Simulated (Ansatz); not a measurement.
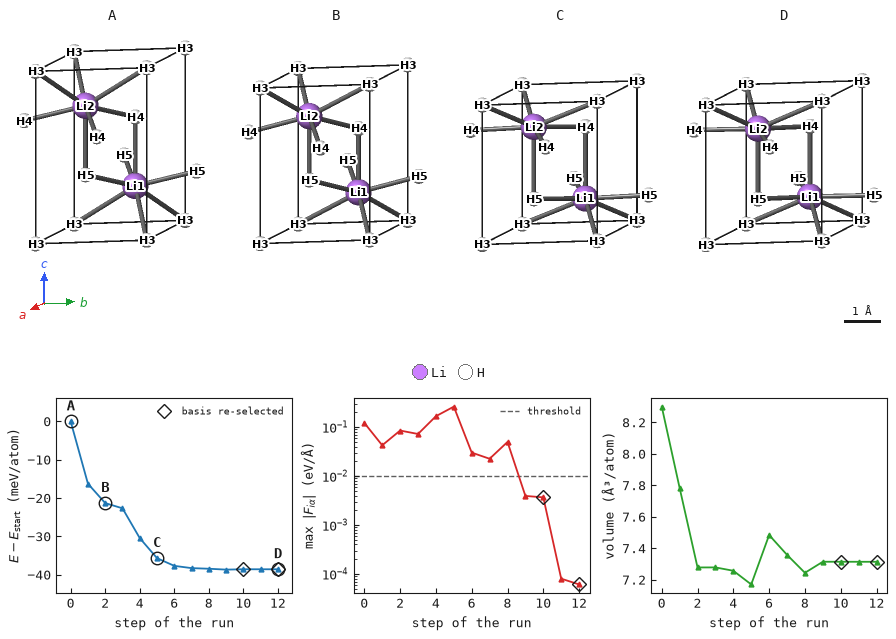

Frames of a relaxation of crystalline Li2H3 (built on the A-type sesquioxide_164 type), marked on the history of the run. A ball-and-stick model of the cell of the calculation, seen slightly off an axis.

Case: A-type sesquioxide type (P-3m1, No. 164).

The calculation used Ansatz, DFT PBE, scalar-relativistic, plane waves, PAW. Set-up: plane-wave cutoff 420 eV; k-point mesh 12 × 12 × 8; occupations gaussian; smearing width 0.1 eV; no spin polarisation; cell and atoms relaxed; force threshold 0.01 eV/Å; at most 80 steps.

### What happens along the run?

Over 10 accepted moves (12 points after the start) the energy falls by 38.5 meV per atom. Largest force component: 0.12 eV/Å at the start, under 0.0001 eV/Å at the end. Pressure: −2.95 GPa at the start and 0.00 GPa at the end. At 2 points the geometry stayed and the basis and grid were re-selected for the new cell (energy shift of 0.1 meV per atom at most each time). The largest moves relative to the cell, 0.34 Å, are those of H4 and H5. H5 goes along −c. Largest moves by element: H 0.34 Å, Li 0.07 Å. Cell: a = b 3.135 → 3.271 Å (+4.3 %), c 4.877 → 3.948 Å (−19.0 %). Volume −11.9 %. Near-neighbour distances that change, for instance: Li1–H4 2.926 → 1.959 Å, Li1–H3 2.169 → 2.091 Å, Li1–H4 (another image) 1.951 → 1.989 Å, Li1–H5 1.888 → 1.895 Å. New bonds form: Li1–H4 (2.93 → 1.96 Å), Li2–H5 (2.93 → 1.96 Å). Bond angles that change, for instance: Li1–H5–Li2 106.5° → 95.0°, H4–Li1–H5 73.5° → 85.0°, Li1–H5–Li1 112.3° → 119.3°. The space group stays P-3m1 (No. 164). From step 0 to 2: Li atoms move most (0.06 Å), volume −12.3 %, energy −21.3 meV per atom. From step 2 to 5: H atoms move most (0.35 Å), volume −1.5 %, energy −14.4 meV per atom. From step 5 to 12: Li atoms move most (0.05 Å), volume +2.0 %, energy −2.9 meV per atom.
